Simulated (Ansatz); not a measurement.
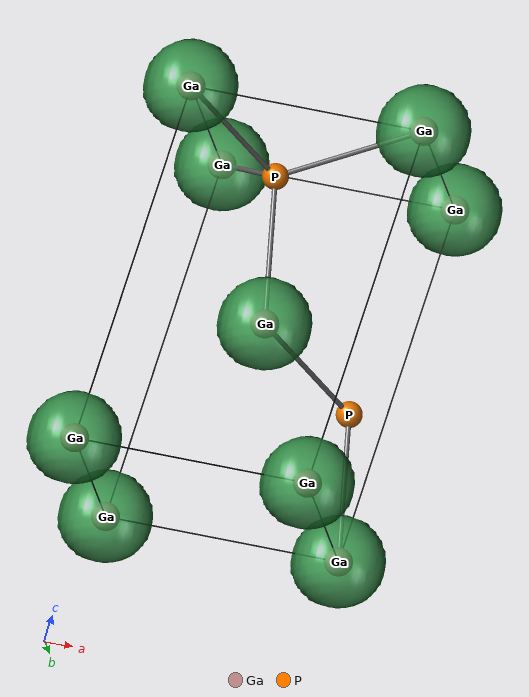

*GaP. Isosurface of the valence electron density at 1 e/Å³ (green), seen at an oblique angle. Sticks mark near contacts.*

Space group F-43m.

These are results of DFT r2SCAN, scalar-relativistic, plane waves, PAW in Ansatz 0.2.0, not measurements.

Input

```
crystal:
  lattice:
    - [0.0, -2.72525, -2.72525]
    - [-2.72525, 0.0, -2.72525]
    - [2.72525, 2.72525, -5.4505]
  atoms:
    - { symbol: Ga, position: [0.5, 0.5, 0.5] }
    - { symbol: Ga, position: [0.0, 0.0, 0.0] }
    - { symbol: P, position: [0.375, 0.375, 0.875] }
    - { symbol: P, position: [0.875, 0.875, 0.375] }
basis:
  ecutwfc: 500
kpoints:
  mp_grid: { grid: [12, 12, 8] }
hamiltonian:
  xc: r2scan
scf:
  occupations: { method: gaussian, width: 0.05 }
output:
  forces: true
  stress: true
  eigenvalues: true
  write_density: true
  write_potential: true
  elf: true
  volumetric_format: npy
```

Launched as:

```sh
ansatz run input.yaml --threads 2 --pin off --max-ram 5120MiB --backend cpu --events-out ev --progress --plain --runs-dir out
```

**How is the density connected at this value?**

At this value the density breaks into separate islands; it holds about 50 % of the electrons treated as valence (semicore included). It bridges none of the near contacts. It is pinched off along the sampled Ga–P (2.36 Å) contacts. On the grid the lowest density along these lines, outside the cores, is 0.54 e/Å³ (Ga–P, 2.36 Å).

**Does the calculation make it a metal, or give it a gap?**

It is gapped, with a Kohn–Sham gap of 1.9 eV on the k-point mesh (the band edges may lie off the mesh, which would make the gap smaller).
